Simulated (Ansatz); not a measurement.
**Geometry relaxation of AlAs (part 3 of 3)**

The same run, continued: AlAs (slab, 32 atoms in the cell); DFT PBE+D3(BJ), scalar-relativistic, plane waves, PAW, no spin polarisation (Ansatz 0.2.0); cutoff 420 eV, 2×2×1 k-mesh, Gaussian smearing of 0.05 eV. The structure derives from an entry of the Crystallography Open Database. The input holds or restrains some coordinates. Forces given for the steps count only the free coordinates. It belongs to a series of runs on one base structure; here: clean slab, lower planes held.

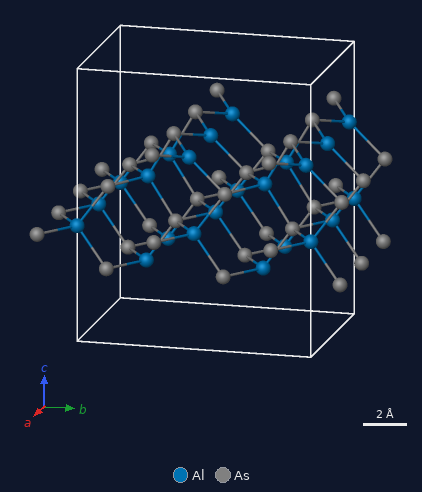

Fig. 1: The geometry at step 3 of the log (ball-and-stick view of the cell of the calculation, with the vacuum cut short, seen slightly off an axis; bonded neighbours outside the cell are drawn too).

**Output, continued**
```
  k-point 3: bands = ["-35.3843", "-35.3843", "-35.3843", "-35.3843", "-35.3784", "-35.3784", "-35.3784", "-35.3784", "-35.3694", "-35.3694", "-35.3694", "-35.3694", "-35.3561", "-35.3561", "-35.3561", "-35.3561", "-35.3497", "-35.3497", "-35.3497", "-35.3497", "-35.3429", "-35.3429", "-35.3429", "-35.3429", "-35.3305", "-35.3305", "-35.3305", "-35.3305", "-35.3302", "-35.3302", "-35.3302", "-35.3302", "-35.3128", "-35.3128", "-35.3128", "-35.3128", "-35.3055", "-35.3055", "-35.3055", "-35.3055",
      "-35.0339", "-35.0339", "-35.0339", "-35.0339", "-35.0216", "-35.0216", "-35.0216", "-35.0216", "-35.0004", "-35.0004", "-35.0004", "-35.0004", "-34.9961", "-34.9961", "-34.9961", "-34.9961", "-34.9850", "-34.9850", "-34.9850", "-34.9850", "-34.8689", "-34.8689", "-34.8689", "-34.8689", "-34.8638", "-34.8638", "-34.8638", "-34.8638", "-34.8022", "-34.8022", "-34.8022", "-34.8022", "-34.7768", "-34.7768", "-34.7768", "-34.7768", "-34.7639", "-34.7639", "-34.7639", "-34.7639",
      "-11.8832", "-11.8832", "-11.8832", "-11.8832", "-11.2076", "-11.2076", "-11.2076", "-11.2076", "-10.8036", "-10.8036", "-10.8036", "-10.8036", "-10.4969", "-10.4969", "-10.4969", "-10.4969", "-5.8687", "-5.8687", "-5.8687", "-5.8687", "-5.5412", "-5.5412", "-5.5412", "-5.5412", "-4.8882", "-4.8882", "-4.8882", "-4.8882", "-4.3084", "-4.3084", "-4.3084", "-4.3084", "-3.6568", "-3.6568", "-3.6568", "-3.6568", "-3.6090", "-3.6090", "-3.6090", "-3.6090",
      "-2.9326", "-2.9326", "-2.9326", "-2.9326", "-2.5220", "-2.5220", "-2.5220", "-2.5220", "-2.3454", "-2.3454", "-2.3454", "-2.3454", "-1.9998", "-1.9998", "-1.9998", "-1.9998", "-1.5122", "-1.5122", "-1.5122", "-1.5122", "-0.8868", "-0.8868", "-0.8868", "-0.8868", "0.3247", "0.3247", "0.3247", "0.3247", "1.3433", "1.3433", "1.3433", "1.3433", "2.1483", "2.1483", "2.1483", "2.1483", "2.7412", "2.7412", "2.7412", "2.7412",
      "2.9167", "2.9167", "2.9167", "2.9167", "3.4411", "3.4411", "3.4411", "3.4411", "3.8047", "3.8047", "3.8047", "3.8047", "4.3023", "4.3023", "4.3023", "4.3023"]
--- Relaxed structure (5 steps of the walk, 5 accepted, 0 SCFs on fresh bases) ---
  F+E_penalty+E_count = -86309.74670696 eV   max|allowed force component| = 1.269e-2 eV/Å
  atoms:
    - { symbol: Al, position: [0.25, 0.75, 0.3635076293] }
    - { symbol: Al, position: [0.25, 0.25, 0.3635076293] }
    - { symbol: Al, position: [0.75, 0.75, 0.3635076293] }
    - { symbol: Al, position: [0.75, 0.25, 0.3635076293] }
    - { symbol: As, position: [0.5, 0.125, 0.3635076293] }
    - { symbol: As, position: [0.5, 0.625, 0.3635076293] }
    - { symbol: As, position: [0.0, 0.125, 0.3635076293] }
    - { symbol: As, position: [0.0, 0.625, 0.3635076293] }
    - { symbol: Al, position: [0.5, 0.5, 0.4545025431] }
    - { symbol: Al, position: [0.5, 0.0, 0.4545025431] }
    - { symbol: Al, position: [0.0, 0.5, 0.4545025431] }
    - { symbol: Al, position: [0.0, 0.0, 0.4545025431] }
    - { symbol: As, position: [0.75, 0.875, 0.4545025431] }
    - { symbol: As, position: [0.75, 0.375, 0.4545025431] }
    - { symbol: As, position: [0.25, 0.875, 0.4545025431] }
    - { symbol: As, position: [0.25, 0.375, 0.4545025431] }
    - { symbol: Al, position: [0.75, 0.25167847697467544, 0.5499929488698756] }
    - { symbol: Al, position: [0.75, 0.7516784769746756, 0.5499929488698756] }
    - { symbol: Al, position: [0.25, 0.25167847697467544, 0.5499929488698756] }
    - { symbol: Al, position: [0.25, 0.7516784769746756, 0.5499929488698756] }
    - { symbol: As, position: [2.178888162472814e-35, 0.6274176795000425, 0.5458597997655393] }
    - { symbol: As, position: [1.8032177896326738e-35, 0.12741767950004249, 0.5458597997655393] }
    - { symbol: As, position: [0.5, 0.6274176795000425, 0.5458597997655393] }
    - { symbol: As, position: [0.5, 0.12741767950004249, 0.5458597997655393] }
    - { symbol: Al, position: [6.010725965442247e-35, -0.0363288039489817, 0.6156755771989684] }
    - { symbol: Al, position: [3.005362982721123e-36, 0.4636711960510183, 0.6156755771989684] }
    - { symbol: Al, position: [0.5, -0.0363288039489817, 0.6156755771989684] }
    - { symbol: Al, position: [0.5, 0.4636711960510183, 0.6156755771989684] }
    - { symbol: As, position: [0.25, 0.35924052174193827, 0.6471313156626867] }
    - { symbol: As, position: [0.25, 0.8592405217419383, 0.6471313156626867] }
    - { symbol: As, position: [0.75, 0.35924052174193827, 0.6471313156626867] }
    - { symbol: As, position: [0.75, 0.8592405217419383, 0.6471313156626867] }
```

**Trajectory as extended XYZ (Å, eV, eV/Å), 3 of the 5 frames kept, from step=1 to step=5**
```
32
Lattice="8.0104 0.0000 0.0000 0.0000 11.3284 0.0000 0.0000 0.0000 22.0078" Properties=species:S:1:pos:R:3:forces:R:3 step=1 energy=-86307.26775
Al    2.0026    8.4963    8.0000    0.0000  -0.9284   1.2877
Al    2.0026    2.8321    8.0000    0.0000  -0.9284   1.2877
Al    6.0078    8.4963    8.0000    0.0000  -0.9284   1.2877
Al    6.0078    2.8321    8.0000    0.0000  -0.9284   1.2877
As    4.0052    1.4161    8.0000    0.0000   0.2630  -1.1192
As    4.0052    7.0803    8.0000    0.0000   0.2630  -1.1192
As    0.0000    1.4161    8.0000    0.0000   0.2630  -1.1192
As    0.0000    7.0803    8.0000    0.0000   0.2630  -1.1192
Al    4.0052    5.6642   10.0026    0.0000   0.1160  -0.0258
Al    4.0052    0.0000   10.0026    0.0000   0.1160  -0.0258
Al    0.0000    5.6642   10.0026    0.0000   0.1160  -0.0258
Al    0.0000    0.0000   10.0026    0.0000   0.1160  -0.0258
As    6.0078    9.9123   10.0026    0.0000   0.5494  -0.5458
As    6.0078    4.2481   10.0026    0.0000   0.5494  -0.5458
As    2.0026    9.9123   10.0026    0.0000   0.5494  -0.5458
As    2.0026    4.2481   10.0026    0.0000   0.5494  -0.5458
Al    6.0078    2.8321   12.0052    0.0000   0.1160   0.0258
Al    6.0078    8.4963   12.0052    0.0000   0.1160   0.0258
Al    2.0026    2.8321   12.0052    0.0000   0.1160   0.0258
Al    2.0026    8.4963   12.0052    0.0000   0.1160   0.0258
As    0.0000    7.0803   12.0052    0.0000   0.5494   0.5457
As    0.0000    1.4161   12.0052    0.0000   0.5494   0.5457
As    4.0052    7.0803   12.0052    0.0000   0.5494   0.5457
As    4.0052    1.4161   12.0052    0.0000   0.5494   0.5457
Al    0.0000    0.0000   14.0078    0.0000  -0.9284  -1.2877
Al    0.0000    5.6642   14.0078    0.0000  -0.9284  -1.2877
Al    4.0052    0.0000   14.0078    0.0000  -0.9284  -1.2877
Al    4.0052    5.6642   14.0078    0.0000  -0.9284  -1.2877
As    2.0026    4.2481   14.0078    0.0000   0.2630   1.1193
As    2.0026    9.9123   14.0078    0.0000   0.2630   1.1193
As    6.0078    4.2481   14.0078    0.0000   0.2630   1.1193
As    6.0078    9.9123   14.0078    0.0000   0.2630   1.1193
32
Lattice="8.0104 0.0000 0.0000 0.0000 11.3284 0.0000 0.0000 0.0000 22.0078" Properties=species:S:1:pos:R:3:forces:R:3 step=3 energy=-86309.55181
Al    2.0026    8.4963    8.0000    0.0000  -1.0673   1.3294
Al    2.0026    2.8321    8.0000    0.0000  -1.0673   1.3294
Al    6.0078    8.4963    8.0000    0.0000  -1.0673   1.3294
Al    6.0078    2.8321    8.0000    0.0000  -1.0673   1.3294
As    4.0052    1.4161    8.0000    0.0000   0.3377  -1.2453
As    4.0052    7.0803    8.0000    0.0000   0.3377  -1.2453
As    0.0000    1.4161    8.0000    0.0000   0.3377  -1.2453
As    0.0000    7.0803    8.0000    0.0000   0.3377  -1.2453
Al    4.0052    5.6642   10.0026    0.0000   0.4904   0.2327
Al    4.0052    0.0000   10.0026    0.0000   0.4904   0.2327
Al    0.0000    5.6642   10.0026    0.0000   0.4904   0.2327
Al    0.0000    0.0000   10.0026    0.0000   0.4904   0.2327
As    6.0078    9.9123   10.0026    0.0000   0.5144  -0.3165
As    6.0078    4.2481   10.0026    0.0000   0.5144  -0.3165
As    2.0026    9.9123   10.0026    0.0000   0.5144  -0.3165
As    2.0026    4.2481   10.0026    0.0000   0.5144  -0.3165
Al    6.0078    2.9098   12.0922    0.0000   0.0058   0.2099
Al    6.0078    8.5740   12.0922    0.0000   0.0058   0.2099
Al    2.0026    2.9098   12.0922    0.0000   0.0058   0.2099
Al    2.0026    8.5740   12.0922    0.0000   0.0058   0.2099
As    0.0000    7.1592   12.0151    0.0000  -0.0167   0.0013
As    0.0000    1.4950   12.0151    0.0000  -0.0167   0.0013
As    4.0052    7.1592   12.0151    0.0000  -0.0167   0.0013
As    4.0052    1.4950   12.0151    0.0000  -0.0167   0.0013
Al    0.0000   -0.2363   13.6980    0.0000  -0.2710  -0.3201
Al    0.0000    5.4279   13.6980    0.0000  -0.2710  -0.3201
Al    4.0052   -0.2363   13.6980    0.0000  -0.2710  -0.3201
Al    4.0052    5.4279   13.6980    0.0000  -0.2710  -0.3201
As    2.0026    4.1608   14.2363    0.0000   0.0083   0.1093
As    2.0026    9.8250   14.2363    0.0000   0.0083   0.1093
As    6.0078    4.1608   14.2363    0.0000   0.0083   0.1093
As    6.0078    9.8250   14.2363    0.0000   0.0083   0.1093
32
Lattice="8.0104 0.0000 0.0000 0.0000 11.3284 0.0000 0.0000 0.0000 22.0078" Properties=species:S:1:pos:R:3:forces:R:3 step=5 energy=-86309.74671
Al    2.0026    8.4963    8.0000    0.0000  -1.0712   1.3428
Al    2.0026    2.8321    8.0000    0.0000  -1.0712   1.3428
Al    6.0078    8.4963    8.0000    0.0000  -1.0712   1.3428
Al    6.0078    2.8321    8.0000    0.0000  -1.0712   1.3428
As    4.0052    1.4161    8.0000    0.0000   0.3338  -1.2622
As    4.0052    7.0803    8.0000    0.0000   0.3338  -1.2622
As    0.0000    1.4161    8.0000    0.0000   0.3338  -1.2622
As    0.0000    7.0803    8.0000    0.0000   0.3338  -1.2622
Al    4.0052    5.6642   10.0026    0.0000   0.4131   0.0957
Al    4.0052    0.0000   10.0026    0.0000   0.4131   0.0957
Al    0.0000    5.6642   10.0026    0.0000   0.4131   0.0957
Al    0.0000    0.0000   10.0026    0.0000   0.4131   0.0957
As    6.0078    9.9123   10.0026    0.0000   0.3274  -0.1686
As    6.0078    4.2481   10.0026    0.0000   0.3274  -0.1686
As    2.0026    9.9123   10.0026    0.0000   0.3274  -0.1686
As    2.0026    4.2481   10.0026    0.0000   0.3274  -0.1686
Al    6.0078    2.8511   12.1041    0.0000   0.0003  -0.0047
Al    6.0078    8.5153   12.1041    0.0000   0.0003  -0.0047
Al    2.0026    2.8511   12.1041    0.0000   0.0003  -0.0047
Al    2.0026    8.5153   12.1041    0.0000   0.0003  -0.0047
As    0.0000    7.1076   12.0132    0.0000  -0.0059  -0.0044
As    0.0000    1.4434   12.0132    0.0000  -0.0059  -0.0044
As    4.0052    7.1076   12.0132    0.0000  -0.0059  -0.0044
As    4.0052    1.4434   12.0132    0.0000  -0.0059  -0.0044
Al    0.0000   -0.4115   13.5497    0.0000  -0.0102   0.0050
Al    0.0000    5.2527   13.5497    0.0000  -0.0102   0.0050
Al    4.0052   -0.4115   13.5497    0.0000  -0.0102   0.0050
Al    4.0052    5.2527   13.5497    0.0000  -0.0102   0.0050
As    2.0026    4.0696   14.2419    0.0000   0.0127  -0.0037
As    2.0026    9.7338   14.2419    0.0000   0.0127  -0.0037
As    6.0078    4.0696   14.2419    0.0000   0.0127  -0.0037
As    6.0078    9.7338   14.2419    0.0000   0.0127  -0.0037
```

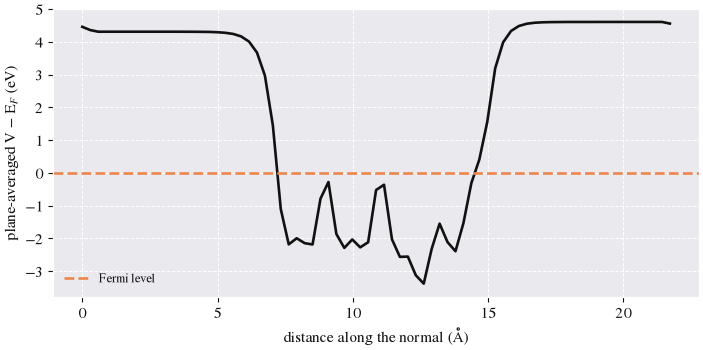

Fig. 2: Plane average of the electrostatic potential energy of an electron across the cell, from the Fermi level. The vacuum level lies 4.61 eV above the Fermi level on the upper side and 4.31 eV on the lower.

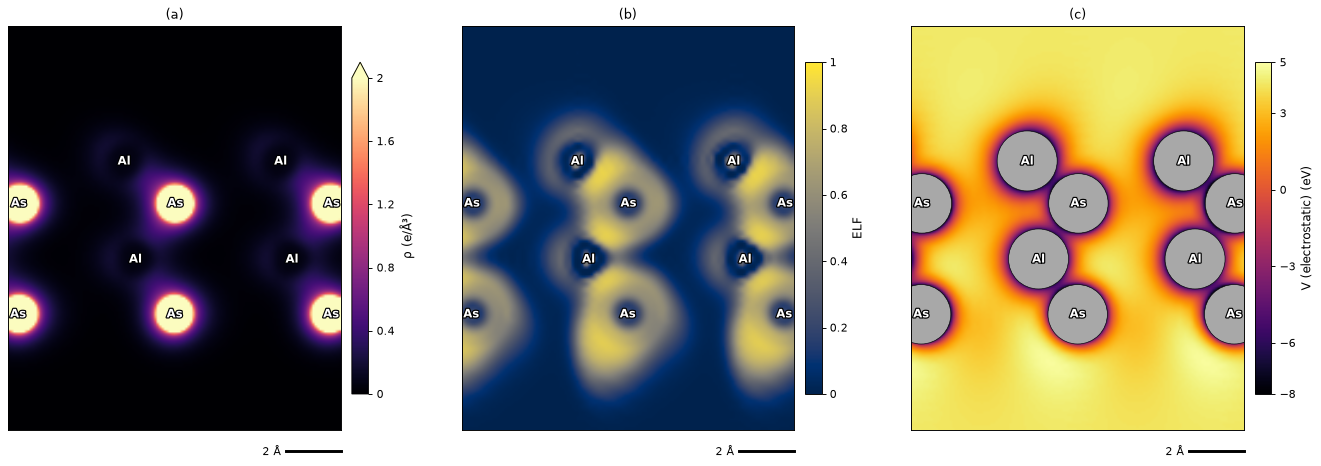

Fig. 3: (a) valence charge density (pseudo); (b) ELF; (c) electrostatic potential energy of an electron on the (100) plane of the calculation cell, a cut from vacuum to vacuum. Grey discs, where drawn, cover atomic cores. Atoms in the plane: As and Al. Al–As (2.45 Å): ρ is about 0.45 e/Å³ halfway; the ELF peaks at about 0.90 between the atoms (a shared electron pair). The density dies away to nearly zero in the vacuum. The fields are those of the smooth PAW valence density.

**Key numbers**

- outcome: converged under the restraints of the input
- electrons treated: 288
- free energy: −86309.7467 eV
- work function, top face: 4.61 eV
- work function, bottom face: 4.31 eV
- Fermi energy: −0.300 eV
- gap on the k-point mesh: 0.97 eV
- final volume: 1997.09 Å³
- work function (upper face): 4.61 eV
- largest force (length of the vector) at the end, held atoms and coordinates included: 1.718 eV/Å
- hardware: 4 threads of Arm Neoverse V1, 24 GiB of memory available, shared host
- wall time: 2.9 min (CPU time 11 min)
- peak memory: 6.1 GiB

**Remarks**

The program warns: the exchange-correlation potential is rough where the density is thin.
